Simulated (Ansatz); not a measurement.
# Run report: ZnO, geometry relaxation

- system: ZnO (P6₃mc, 8 atoms in the cell)
- method: DFT PBE, scalar-relativistic, plane waves, PAW, no spin polarisation (Ansatz 0.2.0)

The structure was made by a generator, so it may or may not be a known phase.

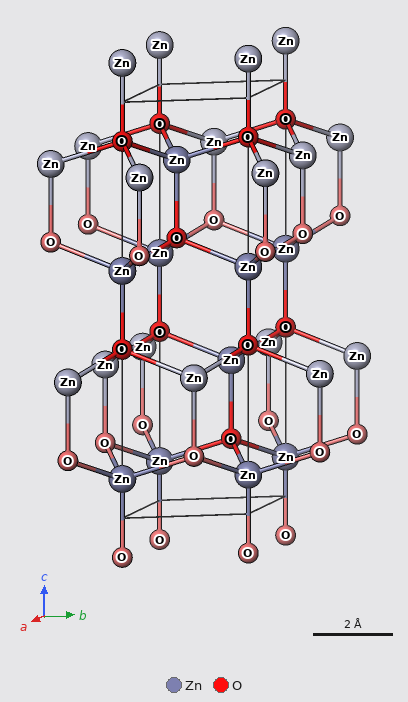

**Figure 1.** The starting structure (ball-and-stick view of the cell of the calculation, seen slightly off an axis; neighbours outside the cell are drawn fainter). An atom can appear more than once, as a periodic image. Near neighbours in the periodic cell (some may lie outside the picture): Zn has 4 O at 2.02 to 2.03 Å; O has 4 Zn at 2.02 to 2.03 Å.

**Input file**
```yaml
crystal:
  lattice:
    - [3.3042086066, 2.92e-08, 0.0]
    - [-1.6521043286, 2.8615285781, 0.0]
    - [0.0, 0.0, 10.7352503303]
  atoms:
    - { symbol: Zn, position: [0.6666666667, 0.3333333333, 0.844101] }
    - { symbol: Zn, position: [0.3333333333, 0.6666666667, 0.344101] }
    - { symbol: Zn, position: [0.0, 0.0, 0.594308] }
    - { symbol: Zn, position: [0.0, 0.0, 0.094308] }
    - { symbol: O, position: [0.6666666667, 0.3333333333, 0.655916] }
    - { symbol: O, position: [0.3333333333, 0.6666666667, 0.155916] }
    - { symbol: O, position: [0.0, 0.0, 0.405675] }
    - { symbol: O, position: [0.0, 0.0, 0.905675] }
basis:
  ecutwfc: 420
kpoints:
  mp_grid: { grid: [12, 12, 4] }
hamiltonian:
  xc: pbe
scf:
  occupations: { method: gaussian, width: 0.02 }
output:
  forces: true
  stress: true
  eigenvalues: true
  write_density: true
  write_potential: true
  elf: true
  volumetric_format: npy
relax:
  adjacent_minimum: "off"
  f_tol: 0.01
  max_steps: 30
  cell: { stress_tol: 0.1, fix: [volume] }
```

Machine: 4 threads of AMD EPYC (Zen 5), 16 GiB of memory available, shared host.

Command:
```bash
ansatz run input.yaml --threads 4 --pin off --max-ram 8192MiB --backend cpu --events-out ev --progress --plain --runs-dir out
```

**Output**
```
Engine: ansatz 0.2.0, x86_64-unknown-linux-gnu
Pseudopotentials: kind: paw
Pseudopotential: Zn, paw, valence charge 12, recommended cutoff 420 eV (normal), Zn.paw.azcp
Pseudopotential: O, paw, valence charge 6, recommended cutoff 420 eV (normal), O.paw.azcp
Functional definition: PBE
  parameter kappa = 0.804
  parameter beta = 0.06672455060314922
  exchange = pbe_x(kappa = kappa, mu = beta*pi^2/3)
  correlation = pbe_c(beta = beta)
Crystal: 8 atoms, lattice volume = 101.503 Å³
Basis set: ecut = 420 eV, 2003 PW (Γ), exchange–correlation on 48×48×144 points (8 copies of the dense FFT grid, shifted against one another)
Bands: 44, of which v1, the nominal top of the filled ones, is band 36 counted from 1 (35 counted from 0)
Symmetry: 12 space group operations
Space group: P63mc (ITA 186), of the structure as read, at distance tolerance 4.7e-5 Å
k-points: 57 of 576 (time reversal used)
Non-local potential: Zn, projectors of the file, l = 0: 2, l = 1: 2, l = 2: 3, l = 3: 1
Non-local potential: O, projectors of the file, l = 0: 2, l = 1: 2, l = 2: 1
PAW form: soft (Blöchl's): semilocal exchange-correlation on the pseudo side does not see the compensation charge
PAW one-centre angular grid: Zn, 590 points (default); XC on 64 Gauss nodes
PAW one-centre angular grid: O, 110 points (default); XC on 64 Gauss nodes
Initial density: superposition of atomic densities (neutral atoms: chi_scale 0, normalization atom), corrected by the library's trained network
Initial wavefunctions: pseudopotential atomic-orbital guess
Functional: x = pbe(κ = 0.804, μ = 0.2195149727645171), c = pbe(β = 0.06672455060314922)
SCF iter   1: F=—  HF=-15547.320328 eV  |F-HF|=—  |Δ(HF+E_count)|=         —  Δρ=7.22e-4  dr2=3.07e-4  ethr=1.77e-3  ⟨swp⟩=6.5  Hψ=9513  notcnv=0
preconditioner: auto → Resta (q_TF=auto, 2.577 Å⁻¹)  ε∞=7.5  [insulator: Δε(μ)=0.642 eV  Ē_g=12.287 eV  σ=0.020 eV  W_gap=1.00  n_scr=38 (ndim 8)  ℏωp=31.3 eV  f_vac=0.037  D(μ)=0.00/eV (n_scr^D=0)  ε∞_Penn≈7.5]
SCF iter   2: F=—  HF=-15547.323445 eV  |F-HF|=—  |Δ(HF+E_count)|=   3.12e-3  Δρ=4.31e-4  dr2=7.76e-5  ethr=4.26e-7  ⟨swp⟩=3.0  Hψ=5932  notcnv=0  defer=97
SCF iter   3: F=—  HF=-15547.323632 eV  |F-HF|=—  |Δ(HF+E_count)|=   1.86e-4  Δρ=2.39e-4  dr2=3.28e-5  ethr=1.08e-7  ⟨swp⟩=2.0  Hψ=4123  notcnv=0  defer=97
SCF iter   4: F=—  HF=-15547.323695 eV  |F-HF|=—  |Δ(HF+E_count)|=   6.30e-5  Δρ=8.98e-5  dr2=7.07e-6  ethr=4.56e-8  ⟨swp⟩=2.0  Hψ=3827  notcnv=0  defer=97
SCF iter   5: F=—  HF=-15547.323705 eV  |F-HF|=—  |Δ(HF+E_count)|=   1.07e-5  Δρ=2.92e-5  dr2=1.21e-6  ethr=9.82e-9  ⟨swp⟩=2.0  Hψ=4142  notcnv=0  defer=97
SCF iter   6: F=—  HF=-15547.323706 eV  |F-HF|=—  |Δ(HF+E_count)|=   3.48e-7  Δρ=1.54e-5  dr2=3.17e-7  ethr=1.68e-9  ⟨swp⟩=2.0  Hψ=4123  notcnv=0  defer=97
SCF iter   7: F=-15547.323706 eV  HF=-15547.323706 eV  |F-HF|=1.97e-8  |Δ(HF+E_count)|=   2.19e-7  Δρ=7.66e-6  dr2=6.09e-8  ethr=1.39e-10  ⟨swp⟩=12.2  Hψ=18298  notcnv=0
SCF 1 converged in 7 iterations: F = -15547.323706 eV  dr2 = 6.09e-8
  greatest PAW one-centre occupation: 0.987 electrons in one spin orbital (limit 2), on the Zn atom at site 3 (counted from 0), in its partial waves of l = 2
relax step   1: F+E_penalty+E_count = -15547.32370587 eV  Δ(F+E_penalty+E_count) = +0.000e0 eV  max|allowed force component| = 5.793e-3 eV/Å  Δτ_max = 0.0000 Å  P = -3.566 GPa  Ω = 101.503 Å³  fix = [volume]  reactions: volume -3.566 GPa  (7 SCF iters, dr2 threshold 1.00e-7 eV, accepted)
Initial density: handed on by an earlier stage of this run
Initial wavefunctions: pseudopotential atomic-orbital guess (no wavefunctions were taken with the density)
iter 1 solved again at ethr=6.25e-8 eV; its pass at ethr=3.10e-3 eV (dr2=4.50e-5 eV) is discarded
SCF iter   1: F=—  HF=-15547.323653 eV  |F-HF|=—  |Δ(HF+E_count)|=         —  Δρ=1.18e-5  dr2=9.42e-8  ethr=6.25e-8  ⟨swp⟩=3.1  Hψ=16856  notcnv=0
preconditioner: auto → Resta (q_TF=auto, 2.577 Å⁻¹)  ε∞=7.5  [insulator: Δε(μ)=0.646 eV  Ē_g=12.286 eV  σ=0.020 eV  W_gap=1.00  n_scr=38 (ndim 8)  ℏωp=31.3 eV  f_vac=0.037  D(μ)=0.00/eV (n_scr^D=0)  ε∞_Penn≈7.5]
SCF iter   2: F=—  HF=-15547.323706 eV  |F-HF|=—  |Δ(HF+E_count)|=   5.32e-5  Δρ=5.78e-6  dr2=2.89e-8  ethr=1.31e-10  ⟨swp⟩=2.4  Hψ=4807  notcnv=0
SCF iter   3: F=—  HF=-15547.323706 eV  |F-HF|=—  |Δ(HF+E_count)|=   3.37e-9  Δρ=3.32e-6  dr2=1.45e-8  ethr=4.02e-11  ⟨swp⟩=2.5  Hψ=4415  notcnv=0
SCF iter   4: F=—  HF=-15547.323706 eV  |F-HF|=—  |Δ(HF+E_count)|=   1.06e-8  Δρ=2.22e-6  dr2=4.13e-9  ethr=2.01e-11  ⟨swp⟩=2.0  Hψ=4321  notcnv=0
SCF iter   5: F=—  HF=-15547.323706 eV  |F-HF|=—  |Δ(HF+E_count)|=  8.20e-10  Δρ=2.03e-6  dr2=1.14e-9  ethr=5.74e-12  ⟨swp⟩=2.0  Hψ=4332  notcnv=0
SCF iter   6: F=—  HF=-15547.323706 eV  |F-HF|=—  |Δ(HF+E_count)|=  5.37e-10  Δρ=1.29e-6  dr2=4.75e-10  ethr=1.59e-12  ⟨swp⟩=2.0  Hψ=4146  notcnv=0
SCF iter   7: F=-15547.323706 eV  HF=-15547.323706 eV  |F-HF|=5.46e-12  |Δ(HF+E_count)|=  4.77e-10  Δρ=5.45e-8  dr2=2.12e-12  ethr=1.00e-12  ⟨swp⟩=6.2  Hψ=12312  notcnv=0
SCF 2 converged in 7 iterations: F = -15547.323706 eV  dr2 = 2.12e-12
relax step   2: F+E_penalty+E_count = -15547.32370590 eV  Δ(F+E_penalty+E_count) = -3.179e-8 eV  max|allowed force component| = 5.742e-3 eV/Å  Δτ_max = 0.0000 Å  P = -3.567 GPa  Ω = 101.503 Å³  fix = [volume]  reactions: volume -3.567 GPa  stress off target by 1.15e-2 GPa on what of the cell is left free  SCF on the basis re-selected at this cell (its energy is not comparable with the rows above)  (7 SCF iters)
```

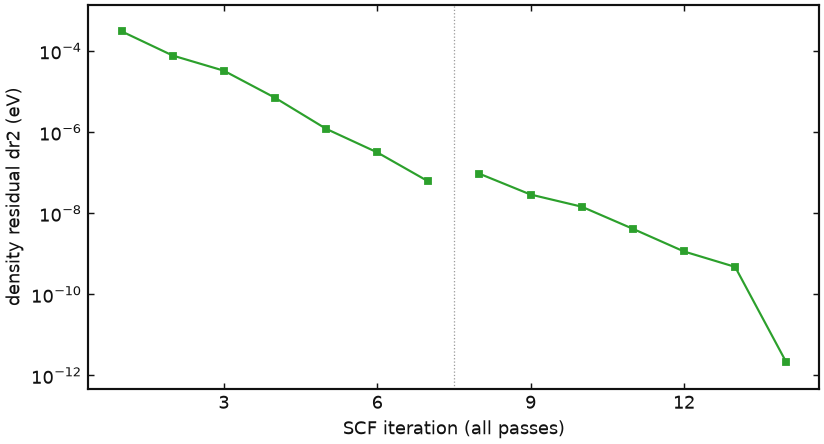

**Figure 2.** Convergence of the self-consistent field: density residual dr2 against the SCF iteration. The dotted lines part the SCF passes of the relaxation: geometry steps, rejected trials and re-solves on a re-selected basis. The passes take 7 and 7 iterations.

```
basis re-selected at this cell: Δ(F+E_penalty+E_count) = -3.179e-8 eV, ΔP = -0.000 GPa vs the last step (what re-selecting the basis moved, of the pressure what is left beyond the Pulay correction that the steps carried, after the strain that the cell walked since its last selection, with what the two solves' SCF thresholds leave and, on support functions, any second-order correction that the steps lacked; it is no measure of the basis error at this ecutwfc). This SCF's stress stands 1.15e-2 GPa from its target on what of the cell is left free (relax.cell.stress_tol is 1.00e-1 GPa) and its largest allowed force component is 5.74e-3 eV/Å (relax.f_tol is 1.00e-2 eV/Å): within both
SCF converged after 7 iterations
Free energy (F): -15547.323706 eV
Harris-Foulkes:  -15547.323706 eV  (|F-HF|=5.46e-12)
Internal energy: -15547.323706 eV  (E = F + TS)
E sigma→0 (E₀):  -15547.323706 eV
Fermi energy:    6.618792 eV
--- Per-component energies (eV) ---
  E_band       = 77.676511
  E_kinetic    = 1216.879744
  E_local      = -8189.573614  (includes V_loc(G=0)·N_el)
  E_nonlocal   = 2670.015024
  E_hartree    = 3358.425803
  E_xc         = -837.399411
  E_vxc        = -576.273790  (∫ρ·V_xc dr)
  E_paw        = -7961.327605  (= ΣΔE_a)
  E_vpaw       = -1760.230490  (= ΣTr[D̂ρ^β])
  E_aug_tail   = 0.007966  (compensation charges beyond the density's cutoff)
  E_ewald      = -5804.351613
  E_smearing   = -0.000000  (= −TS)
  E_closure    = -0.000000  (closes the sum)
  Σ components = -15547.323706   (vs F -15547.323706, Δ=0.00e0)
--- Forces (eV/Å), atoms counted from 1 ---
  atom   1  Zn    -0.00000000     0.00000000    -0.00360708
  atom   2  Zn     0.00000000    -0.00000000    -0.00360708
  atom   3  Zn     0.00000000    -0.00000000     0.00574183
  atom   4  Zn    -0.00000000     0.00000000     0.00574183
  atom   5  O      0.00000000     0.00000000     0.00059702
  atom   6  O     -0.00000000     0.00000000     0.00059702
  atom   7  O      0.00000000     0.00000000    -0.00273060
  atom   8  O      0.00000000    -0.00000000    -0.00273060
  max |Σ_I F_I| component: 2.33e-6 eV/Å
--- Stress (GPa, compression-positive) ---
       -3.572339      -0.000000      -0.000000
       -0.000000      -3.572339       0.000000
       -0.000000       0.000000      -3.555135
  P = ⅓ Tr σ = -3.5666 GPa (-35.666 kbar)
--- Band table (eV; the first three rows and the last of 57) ---
  k-point 0: bands = ["-11.2860", "-10.9980", "-10.9743", "-10.6690", "0.7076", "0.7408", "0.8460", "0.8460", "0.8610", "0.9258", "0.9258", "0.9700", "0.9700", "1.0479", "1.0479", "1.1235", "1.8945", "1.8945", "1.9106", "1.9106", "1.9811", "1.9811", "2.0207", "2.0207", "2.2695", "4.0528", "4.0802", "5.5721", "5.5721", "5.9288", "5.9288", "5.9500", "5.9500", "6.2627", "6.2955", "6.2955", "6.9416", "9.4493", "9.5978", "11.4192", "14.1433", "16.0624", "16.3100", "18.9935"]
  k-point 1: bands = ["-11.2637", "-11.1034", "-10.8664", "-10.6938", "0.7366", "0.7700", "0.8419", "0.8536", "0.8536", "0.9046", "0.9046", "0.9908", "0.9908", "1.0297", "1.0403", "1.0403", "1.8974", "1.8974", "1.9089", "1.9089", "1.9863", "1.9863", "2.0144", "2.0144", "2.4629", "3.4668", "4.6757", "5.6005", "5.6005", "5.8004", "5.8004", "5.8693", "6.0768", "6.0768", "6.2685", "6.2685", "7.3703", "8.7851", "10.2211", "11.2536", "14.3004", "15.3594", "17.1707", "19.0201"]
  k-point 2: bands = ["-11.2000", "-11.2000", "-10.7636", "-10.7636", "0.7935", "0.7935", "0.8725", "0.8725", "0.8749", "0.8749", "0.8749", "0.8749", "1.0196", "1.0196", "1.0196", "1.0196", "1.9037", "1.9037", "1.9037", "1.9037", "1.9999", "1.9999", "1.9999", "1.9999", "2.9102", "2.9102", "5.2804", "5.2804", "5.6814", "5.6814", "5.6814", "5.6814", "6.1920", "6.1920", "6.1920", "6.1920", "8.0543", "8.0543", "10.8200", "10.8200", "14.7273", "14.7273", "18.2271", "18.2271"]
  k-point 56: bands = ["-10.5525", "-10.5525", "-10.5280", "-10.5280", "0.8564", "0.8564", "1.0622", "1.0622", "1.1267", "1.1267", "1.3416", "1.3416", "1.6192", "1.6192", "1.7464", "1.7464", "1.8613", "1.8613", "1.8787", "1.8787", "2.1898", "2.1898", "2.1940", "2.1940", "2.3914", "2.3914", "2.7924", "2.7924", "3.5234", "3.5234", "4.1751", "4.1751", "4.8285", "4.8285", "4.9971", "4.9971", "13.5192", "13.5192", "13.7142", "13.7142", "13.9197", "13.9197", "14.2289", "14.2289"]
--- Relaxed structure (1 steps of the walk, 1 accepted, 1 SCFs on fresh bases) ---
  F+E_penalty+E_count = -15547.32370590 eV   max|allowed force component| = 5.742e-3 eV/Å   (the final SCF, on the basis selected at the relaxed cell)
  cell:  # Å, volume = 101.5027 Å³
    - [3.3042086065891563, 2.9206961802737577e-8, 0.0]
    - [-1.6521043285885488, 2.8615285781059105, 0.0]
    - [0.0, 0.0, 10.7352503303]
  atoms:
    - { symbol: Zn, position: [0.6666666666666665, 0.3333333333333333, 0.8441009999999999] }
    - { symbol: Zn, position: [0.33333333333333326, 0.6666666666666666, 0.34410099999999993] }
    - { symbol: Zn, position: [0.0, 0.0, 0.594308] }
    - { symbol: Zn, position: [0.0, 0.0, 0.09430799999999999] }
    - { symbol: O, position: [0.6666666666666665, 0.3333333333333333, 0.6559159999999999] }
    - { symbol: O, position: [0.33333333333333326, 0.6666666666666666, 0.155916] }
    - { symbol: O, position: [0.0, 0.0, 0.40567499999999995] }
    - { symbol: O, position: [0.0, 0.0, 0.9056749999999998] }
```

**Trajectory as extended XYZ (Å, eV, eV/Å), 2 frames, from step=1 to step=2**
```
8
Lattice="3.3042 0.0000 0.0000 -1.6521 2.8615 0.0000 0.0000 0.0000 10.7353" Properties=species:S:1:pos:R:3:forces:R:3 step=1 energy=-15547.32371 pressure_GPa=-3.57
Zn    1.6521    0.9538    9.0616    0.0000   0.0000  -0.0037
Zn    0.0000    1.9077    3.6940    0.0000   0.0000  -0.0037
Zn    0.0000    0.0000    6.3800    0.0000   0.0000   0.0058
Zn    0.0000    0.0000    1.0124    0.0000   0.0000   0.0058
O     1.6521    0.9538    7.0414    0.0000   0.0000   0.0006
O     0.0000    1.9077    1.6738    0.0000   0.0000   0.0006
O     0.0000    0.0000    4.3550    0.0000   0.0000  -0.0028
O     0.0000    0.0000    9.7226    0.0000   0.0000  -0.0028
8
Lattice="3.3042 0.0000 0.0000 -1.6521 2.8615 0.0000 0.0000 0.0000 10.7353" Properties=species:S:1:pos:R:3:forces:R:3 step=2 energy=-15547.32371 pressure_GPa=-3.57
Zn    1.6521    0.9538    9.0616    0.0000   0.0000  -0.0036
Zn    0.0000    1.9077    3.6940    0.0000   0.0000  -0.0036
Zn    0.0000    0.0000    6.3800    0.0000   0.0000   0.0057
Zn    0.0000    0.0000    1.0124    0.0000   0.0000   0.0057
O     1.6521    0.9538    7.0414    0.0000   0.0000   0.0006
O     0.0000    1.9077    1.6738    0.0000   0.0000   0.0006
O     0.0000    0.0000    4.3550    0.0000   0.0000  -0.0027
O     0.0000    0.0000    9.7226    0.0000   0.0000  -0.0027
```

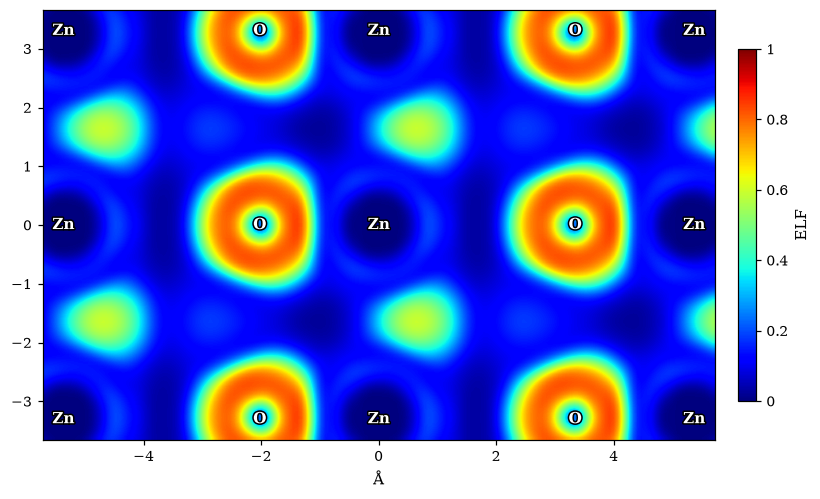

**Figure 3.** ELF on the (11̄0) plane of the conventional cell. The section cuts through Zn and O sites. Zn–O (2.02 Å): the ELF is about 0.25 at the midpoint. In a PAW calculation such maps are meaningful between the atoms, not at the nuclei.

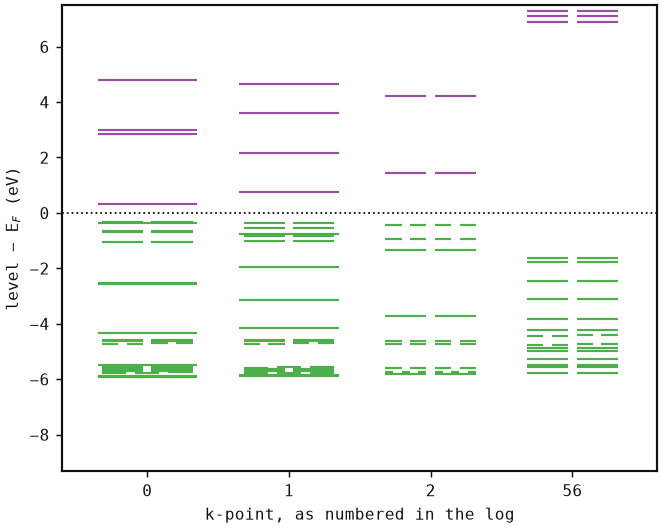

**Figure 4.** Kohn–Sham levels near the Fermi level (dotted) at the few k-points that the log prints; levels within 0.02 eV of each other stand side by side. Among these points the highest filled and lowest empty levels are 0.65 eV apart, which is the gap on the mesh.

**Summary**

```tsv
quantity	value
outcome	converged
space group (tolerance 0.01 Å)	P6₃mc (186)
electrons treated	72
free energy	−15547.3237 eV
Fermi energy	6.619 eV
gap on the k-point mesh	0.65 eV
pressure	−3.57 GPa
final volume	101.50 Å³
largest force (length of the vector) at the end	0.006 eV/Å
final cell	a = 3.304 Å, b = 3.304 Å, c = 10.735 Å, α = 90.00°, β = 90.00°, γ = 120.00°
wall time	5.1 s (CPU time 19 s)
peak memory	0.56 GiB
```
